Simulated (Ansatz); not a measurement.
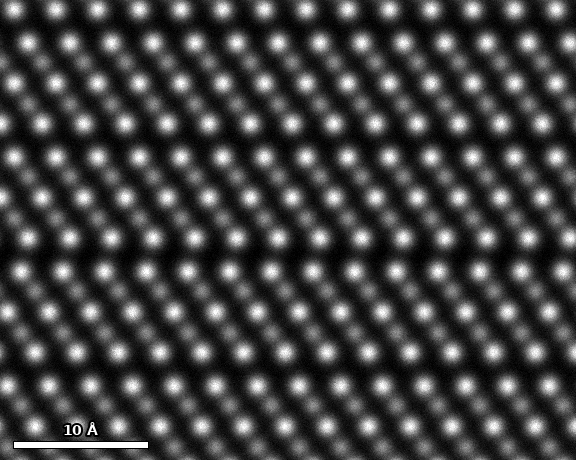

Integrated-DPC-like image of Zr₃S₂ (R-3m, No. 166) along [100]. Simulated as the projected potential of neutral atoms (B = 0.5 Å²) blurred by a 0.91 Å probe, the thin-sample limit of integrated differential phase contrast. Shot noise was added.

One planar defect was built into the perfect crystal by geometry alone, without relaxation. Host structure: the end point of a relaxation with Ansatz 0.2.0, DFT PBE, scalar-relativistic, plane waves, PAW; the starting structure was generated, so it need not be a known form of this composition.

> Find the planar defect and say what kind it is.

A planar fault (a stacking fault or antiphase boundary) runs horizontally about 19 Å below the top edge. The part above it is shifted along the boundary by 1/2 of the 3.13 Å repeat of the rows (1.6 Å to the right, the same as to the left); both parts keep the same orientation.
